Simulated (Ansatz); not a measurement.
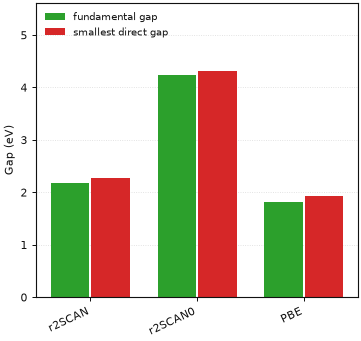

Gaps of BaTiO₃, space group Pm-3m, 5 atoms in the cell, at several levels of theory on one cell (Ansatz, plane waves and PAW; edges over the mesh and the special points).

How does the gap depend on the level, and does its kind change?

In rising order: PBE 1.82 eV, r2SCAN 2.17 eV and r2SCAN0 4.24 eV. It is indirect at every level.
